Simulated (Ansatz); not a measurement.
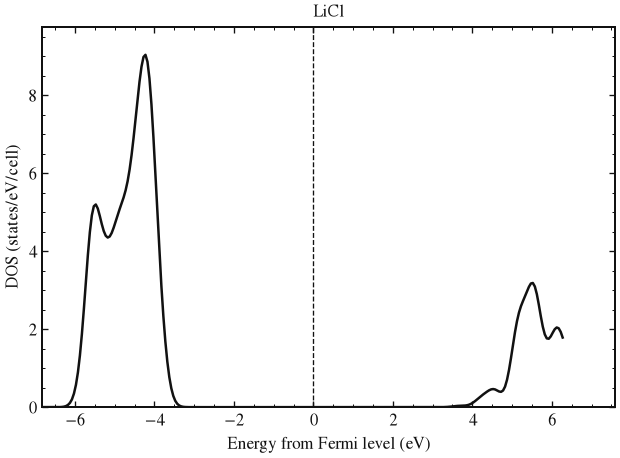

Density of states. Energies are counted from the Fermi level, put mid-gap where there is a gap. The curve is built from the levels of the k mesh with Gaussians 0.4 eV wide, which also blur the band edges.

This input was run:

```
crystal:
  lattice:
    - [3.8941841411, 0.0, 0.0]
    - [-1.9470920706, 3.3724623933, 0.0]
    - [0.0, 0.0, 6.2244571758]
  atoms:
    - { symbol: Li, position: [0.3333333333, 0.6666666667, -0.003127083] }
    - { symbol: Li, position: [0.6666666667, 0.3333333333, 0.496872917] }
    - { symbol: Cl, position: [0.3333333333, 0.6666666667, 0.378127083] }
    - { symbol: Cl, position: [0.6666666667, 0.3333333333, 0.878127083] }
kpoints:
  mp_grid: { grid: [6, 6, 4] }
  band_path:
    path:
      - [0.0, 0.0, 0.0]
      - [0.5, 0.0, 0.0]
      - [0.3333333333, 0.3333333333, 0.0]
      - [0.0, 0.0, 0.5]
      - [0.5, 0.0, 0.5]
      - [0.3333333333, 0.3333333333, 0.5]
    npoints: 1
hamiltonian:
  xc: hse06
scf:
  occupations: { method: fixed }
  n_extra_bands: 5
output:
  forces: true
  stress: true
  eigenvalues: true
```

Command:
```bash
ansatz run input.yaml --threads 2 --pin off --max-ram 2211MiB --backend cpu --events-out ev --progress --plain --runs-dir out
```

Metal or insulator, going by the density of states?

There is a gap; over the k points computed it is 7.35 eV (direct among those points).

Where is the tallest peak of the filled states in the window?

Within the window shown, the tallest peak of the filled states lies 0.5 eV under the valence-band top, at about 9 states per eV and cell.

How wide is the upper valence band?

The upper group of valence states starts about 2.3 eV under the valence-band top (which lies at −3.7 eV on this axis), with a gap beneath it; it holds about 12 electrons a cell.
